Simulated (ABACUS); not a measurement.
FeO: single-point calculation at one volume of an equation of state (part 1 of 2)

- system: FeO (2 atoms in the cell)
- method: Kohn-Sham DFT of a periodic cell, PBE, PseudoDojo NC SR 0.4.1 PBE standard, spin-polarised (ABACUS 3.10.1)

The structure derives from an entry of the Crystallography Open Database. It belongs to a series of runs on one base structure; here: volume scaled by 1.06.

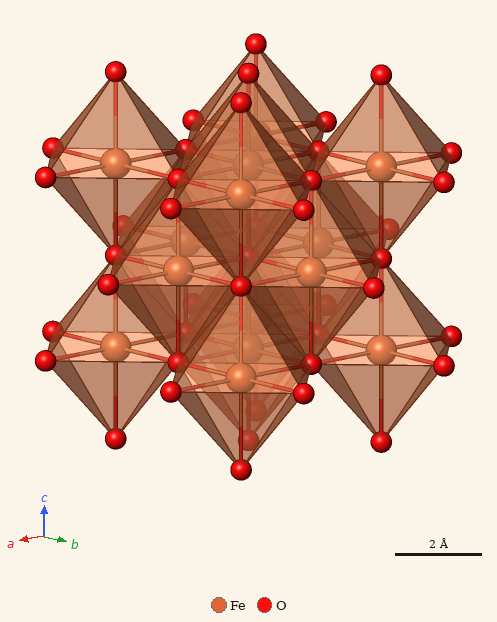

Figure 1. The structure (polyhedral view of the cell 4 times as large as that of the calculation, set on its symmetry axes, seen at an oblique angle; polyhedra are completed across the faces of the cell).

## Input
```
INPUT_PARAMETERS
suffix              FeO
calculation         scf
basis_type          pw
pseudo_dir          ./
symmetry            1
dft_functional      pbe
ecutwfc             90
pseudo_rcut         10
nspin               2
nbands              17
ks_solver           dav
smearing_method     fd
smearing_sigma      0.00367493
scf_thr             1e-08
scf_nmax            100
mixing_type         broyden
mixing_beta         0.4
cal_force           1
cal_stress          1
kpar                4
```

## File STRU
```
ATOMIC_SPECIES
Fe 55.8450 Fe.upf
O 15.9990 O.upf

LATTICE_CONSTANT
1.8897261246

LATTICE_VECTORS
0.0000000000 2.1976734774 2.1976734774
2.1976734774 0.0000000000 2.1976734774
2.1976734774 2.1976734774 0.0000000000

ATOMIC_POSITIONS
Direct

Fe
0.0
1
0.0000000000 0.0000000000 0.0000000000 1 1 1 mag 3

O
0.0
1
0.5000000000 0.5000000000 0.5000000000 1 1 1 mag 0
```

## File KPT
```
K_POINTS
0
Gamma
11 11 11 0 0 0
```

Machine: 4 threads of Intel Xeon (Sapphire Rapids), 16 GiB of memory available, shared host.

Command:
```bash
OMP_NUM_THREADS=1 mpirun -np 4 abacus > log
```

## The program's output
```
ABACUS v3.10.1

               Atomic-orbital Based Ab-initio Computation at UStc

 ------------------------------------------------------------------------------------

 READING GENERAL INFORMATION
                           global_out_dir = OUT.FeO/
                           global_in_card = INPUT
                               pseudo_dir = ./
                              orbital_dir =
                                    DSIZE = 4
                                    GSIZE = 1

 READING UNITCELL INFORMATION
                                    ntype = 2
                  lattice constant (Bohr) = 1.88973
              lattice constant (Angstrom) = 1

 READING ATOM TYPE 1
                               atom label = Fe
                      L=0, number of zeta = 1
                      L=1, number of zeta = 1
                      L=2, number of zeta = 1
             number of atom for this type = 1
               magnetization of element 1 = 3

 READING ATOM TYPE 2
                               atom label = O
                      L=0, number of zeta = 1
                      L=1, number of zeta = 1
                      L=2, number of zeta = 1
             number of atom for this type = 1
               magnetization of element 2 = 0

                        TOTAL ATOM NUMBER = 2
DIRECT COORDINATES
    atom                   x                   y                   z     mag                  vx                  vy                  vz
taud_Fe1            0.0000000000        0.0000000000        0.0000000000  3.0000        0.0000000000        0.0000000000        0.0000000000
taud_O1            0.5000000000        0.5000000000        0.5000000000  0.0000        0.0000000000        0.0000000000        0.0000000000

                          Volume (Bohr^3) = 143.257
                             Volume (A^3) = 21.2285

 Lattice vectors: (Cartesian coordinate: in unit of a_0)
                   +0            +2.19767            +2.19767
             +2.19767                  +0            +2.19767
             +2.19767            +2.19767                  +0
 Reciprocal vectors: (Cartesian coordinate: in unit of 2 pi/a_0)
            -0.227513           +0.227513           +0.227513
            +0.227513           -0.227513           +0.227513
            +0.227513           +0.227513           -0.227513
 The esolver type has been set to : ksdft_pw

                PAO radial cut off (Bohr) = 10

 Read in pseudopotential file is Fe.upf
                     pseudopotential type = NC
          exchange-correlation functional = PBE
                 nonlocal core correction = 1
                        valence electrons = 16
                                     lmax = 2
                           number of zeta = 4
                     number of projectors = 6
                           L of projector = 0
                           L of projector = 0
                           L of projector = 1
                           L of projector = 1
                           L of projector = 2
                           L of projector = 2
                PAO radial cut off (Bohr) = 10

 Read in pseudopotential file is O.upf
                     pseudopotential type = NC
          exchange-correlation functional = PBE
                 nonlocal core correction = 1
                        valence electrons = 6
                                     lmax = 2
                           number of zeta = 2
                     number of projectors = 5
                           L of projector = 0
                           L of projector = 0
                           L of projector = 1
                           L of projector = 1
                           L of projector = 2
     initial pseudo atomic orbital number = 14
 The readin total magnetization is 3

 SETUP THE ELECTRONS NUMBER
            electron number of element Fe = 16
      total electron number of element Fe = 16
             electron number of element O = 6
       total electron number of element O = 6
            AUTOSET number of electrons:  = 22
                           occupied bands = 11
                                   NBANDS = 17
                                   NLOCAL = 18

%%%%%%%%%%%%%%%%%%%%%%%%%%%%%%%%%%%%%%%%%%%%%%%%%%%%%%%%%%%%%%%%%%%%%%%%%%%%%%%%%%%%%%%%%%%%%%%%%%%%%%%%%%
 Warning: the number of valence electrons in pseudopotential > 8 for Fe: [Ar] 3d6 4s2
 Pseudopotentials with additional electrons can yield (more) accurate outcomes, but may be less efficient.
 If you're confident that your chosen pseudopotential is appropriate, you can safely ignore this warning.
%%%%%%%%%%%%%%%%%%%%%%%%%%%%%%%%%%%%%%%%%%%%%%%%%%%%%%%%%%%%%%%%%%%%%%%%%%%%%%%%%%%%%%%%%%%%%%%%%%%%%%%%%%

 SETUP THE PLANE WAVE BASIS
 energy cutoff for charge/potential (unit:Ry) = 360
            fft grid for charge/potential = [ 36, 36, 36 ]
                        fft grid division = [ 1, 1, 1 ]
        big fft grid for charge/potential = [ 36, 36, 36 ]
                                     nbxx = 46656
                                     nrxx = 46656

 SETUP PLANE WAVES FOR CHARGE/POTENTIAL
                    number of plane waves = 16529
                         number of sticks = 847

 PARALLEL PW FOR CHARGE/POTENTIAL
     PROC   COLUMNS(POT)             PW
        1            847          16529
 --------------- sum -------------------
        1            847          16529
                            number of |g| = 212
                                  max |g| = 32.5067
                                  min |g| = 0

----------- Double Check Mixing Parameters Begin ------------
mixing_type: broyden
mixing_beta: 0.4
mixing_gg0: 1
mixing_gg0_min: 0.1
mixing_beta_mag: 1.6
mixing_gg0_mag: 0
mixing_ndim: 8
----------- Double Check Mixing Parameters End ------------

 LATTICE VECTORS: (CARTESIAN COORDINATE: IN UNIT OF A0)
                   +0            +2.19767            +2.19767
             +2.19767                  +0            +2.19767
             +2.19767            +2.19767                  +0
                       right hand lattice = 1
                                   NORM_A = 3.10798
                                   NORM_B = 3.10798
                                   NORM_C = 3.10798
                           ALPHA (DEGREE) = 60
                           BETA  (DEGREE) = 60
                           GAMMA (DEGREE) = 60

 The lattice vectors have been changed (STRU_SIMPLE.cif)

(for optimal symmetric configuration:)
                             BRAVAIS TYPE = 3
                     BRAVAIS LATTICE NAME = 03. Cubic F (face-centered)
                                    ibrav = 3
                                    IBRAV = 3
                                  BRAVAIS = FACE CENTERED CUBIC
                       LATTICE CONSTANT A = 4.39535
Original cell was already a primitive cell.
                        ROTATION MATRICES = 48
              PURE POINT GROUP OPERATIONS = 48
                   SPACE GROUP OPERATIONS = 48
                              POINT GROUP = O_h
               POINT GROUP IN SPACE GROUP = O_h

 SETUP K-POINTS
                                    nspin = 2
                   Input type of k points = Monkhorst-Pack(Gamma)
                                   nkstot = 1331
                       right hand lattice = 1
(for reciprocal lattice: )
                             BRAVAIS TYPE = 2
                     BRAVAIS LATTICE NAME = 02. Cubic I (body-centered)
                                    ibrav = 2
                       right hand lattice = 1
(for k-lattice: )
                             BRAVAIS TYPE = 2
                     BRAVAIS LATTICE NAME = 02. Cubic I (body-centered)
                                    ibrav = 2
                       right hand lattice = 1
                        ROTATION MATRICES = 48
                               nkstot_ibz = 56
K-POINTS REDUCTION ACCORDING TO SYMMETRY
     IBZ    DIRECT_X    DIRECT_Y    DIRECT_Z  WEIGHT  ibz2bz
       1  0.00000000  0.00000000  0.00000000  0.0008       0
       2  0.09090909  0.09090909  0.09090909  0.0060       1
       3  0.18181818  0.18181818  0.18181818  0.0060       2
       4  0.27272727  0.27272727  0.27272727  0.0060       3
       5  0.36363636  0.36363636  0.36363636  0.0060       4
       6  0.45454545  0.45454545  0.45454545  0.0060       5
       7  0.09090909  0.09090909  0.00000000  0.0045      12
       8  0.18181818  0.18181818  0.09090909  0.0180      13
       9  0.27272727  0.27272727  0.18181818  0.0180      14
      10  0.36363636  0.36363636  0.27272727  0.0180      15
      11  0.45454545  0.45454545  0.36363636  0.0180      16
      12 -0.45454545  0.45454545  0.45454545  0.0180      17
      13  0.45454545  0.36363636  0.36363636  0.0180      18
      14  0.36363636  0.27272727  0.27272727  0.0180      19
      15  0.27272727  0.18181818  0.18181818  0.0180      20
      16  0.18181818  0.09090909  0.09090909  0.0090      21
      17  0.18181818  0.18181818  0.00000000  0.0045      24
      18  0.27272727  0.27272727  0.09090909  0.0180      25
      19  0.36363636  0.36363636  0.18181818  0.0180      26
      20  0.45454545  0.45454545  0.27272727  0.0180      27
      21 -0.36363636  0.45454545  0.45454545  0.0180      28
      22 -0.45454545  0.36363636  0.36363636  0.0180      29
      23  0.45454545  0.27272727  0.27272727  0.0180      30
      24  0.36363636  0.18181818  0.18181818  0.0090      31
      25  0.27272727  0.27272727  0.00000000  0.0045      36
      26  0.36363636  0.36363636  0.09090909  0.0180      37
      27  0.45454545  0.45454545  0.18181818  0.0180      38
      28 -0.27272727  0.45454545  0.45454545  0.0180      39
      29 -0.36363636  0.36363636  0.36363636  0.0180      40
      30 -0.45454545  0.27272727  0.27272727  0.0090      41
[... 26 further k points ...]

                               nkstot now = 56
[... K-POINTS DIRECT COORDINATES: 56 rows ...]

           k-point number in this process = 14
       minimum distributed K point number = 14
[... stars of the k points ...]
                             nks(nspin=2) = 28
                          nkstot(nspin=2) = 112

[... K-POINTS CARTESIAN COORDINATES: 28 rows ...]

[... K-POINTS DIRECT COORDINATES: 28 rows ...]

 SETUP PLANE WAVES FOR WAVE FUNCTIONS
     energy cutoff for wavefunc (unit:Ry) = 90
              fft grid for wave functions = [ 36, 36, 36 ]
                    number of plane waves = 2891
                         number of sticks = 265

 PARALLEL PW FOR WAVE FUNCTIONS
     PROC   COLUMNS(POT)             PW
        1            265           2891
 --------------- sum -------------------
        1            265           2891

 SETUP NONLOCAL PSEUDOPOTENTIALS IN PLANE WAVE BASIS
 Fe non-local projectors:
 projector 1 L=0
 projector 2 L=0
 projector 3 L=1
 projector 4 L=1
 projector 5 L=2
 projector 6 L=2
 O non-local projectors:
 projector 1 L=0
 projector 2 L=0
 projector 3 L=1
 projector 4 L=1
 projector 5 L=2
      TOTAL NUMBER OF NONLOCAL PROJECTORS = 31

 Init Non-Local PseudoPotential table :
 Init Non-Local-Pseudopotential done.

                                     npwx = 2085

 Make real space PAO into reciprocal space.
       max mesh points in Pseudopotential = 1001
     dq(describe PAO in reciprocal space) = 0.01
                                    max q = 1143

 number of pseudo atomic orbitals for Fe is 4
WARNING: norm of atomic wavefunction # 4 of atomic type Fe is 0.999905, renormalized

 number of pseudo atomic orbitals for O is 2

 -------------------------------------------
 SELF-CONSISTENT
 -------------------------------------------
                                 init_chg = atomic

 PW ALGORITHM --------------- ION=   1  ELEC=   1--------------------------------
          total magnetism (Bohr mag/cell) = 4.00282
       absolute magnetism (Bohr mag/cell) = 4.00283
                        nelec for spin up = 13.0014
                      nelec for spin down = 8.99859

 Density error is 0.307984329206
                          Error Threshold = 0.01
----------------------------------------------------------
     Energy           Rydberg                 eV
----------------------------------------------------------
 E_KohnSham     -283.6492867383      -3859.2465332772
 E_Harris       -283.3637151138      -3855.3611319969
 E_Fermi        0.9585103642         13.0412025450
```
